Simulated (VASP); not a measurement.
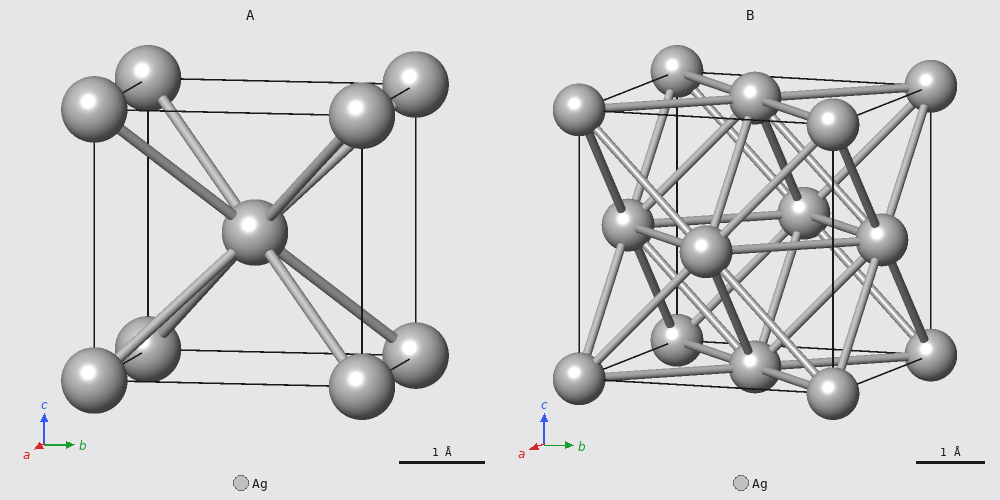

Two structures of Ag, each relaxed (cell and atoms) at zero pressure; conventional cells in solid outline, small ones repeated, each panel with its own scale. Alike in all runs: VASP 6.6.1; functional PBEsol; VASP's PAW PBE potentials, release 64 (Ag); cutoff 300 eV; occupations gaussian, width 0.1 eV; no spin polarisation; no spin-orbit coupling. The k meshes have like spacings.

Give the type and space group of each panel.

Answer. A: body-centred cubic (W type), Im-3m; B: face-centred cubic (Cu type), Fm-3m.

Which of these is lowest in energy, and how far above it do the others lie?

Answer. B, then A (+48 meV/atom), static energies at zero smearing.

Collect the results in a table.

Answer.
| panel | space group | E − E(lowest) (meV/atom) | volume (Å³/atom) |
| --- | --- | --- | --- |
| B | Fm-3m | 0 | 16.6 |
| A | Im-3m | 48 | 16.7 |

The starts are database entries or structure types tried for this composition, and the most stable form need not be among them. Approximate functionals can misorder forms that lie within a few tens of meV/atom, as they do the rutile and anatase forms of TiO₂.
